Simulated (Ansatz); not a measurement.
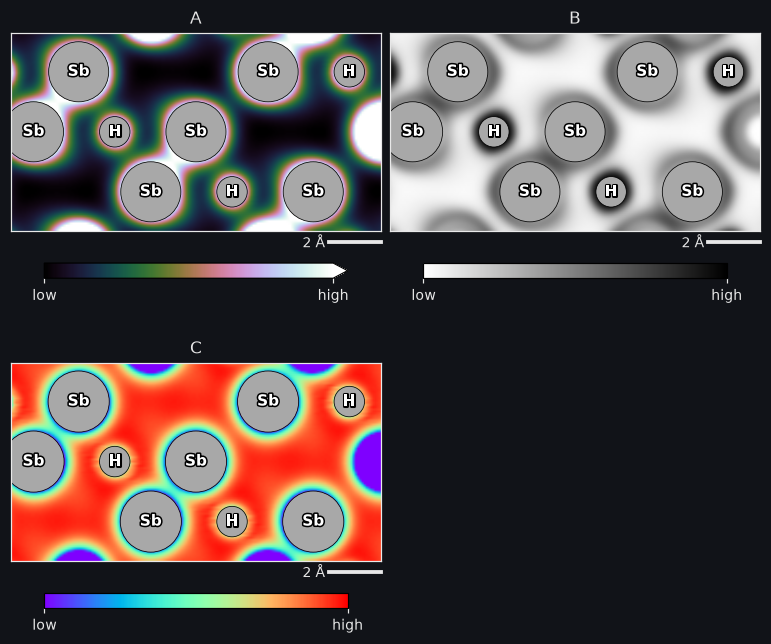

Sb₂H: 3 fields on the (110) plane of the conventional cell, with unlabelled colour scales. Grey discs cover the atomic cores.

Space group R-3m; computed without spin polarisation.

Method: DFT r2SCAN, scalar-relativistic, plane waves, PAW in Ansatz 0.2.0.

Match the panels to the quantities (electron localisation function, electrostatic potential energy of an electron and valence pseudo-density).

Panel A: valence pseudo-density. Panel B: electron localisation function. Panel C: electrostatic potential energy of an electron (low next to the atoms, rising into the space between them). From the grid: Sb–H (2.71 Å): the density is about 0.21 e/Å³ at the midpoint; the ELF climbs to about 1 towards the hydrogen. Sb–Sb (2.91 Å): ρ is about 0.35 e/Å³ halfway; the ELF peaks at about 0.70 between the atoms.
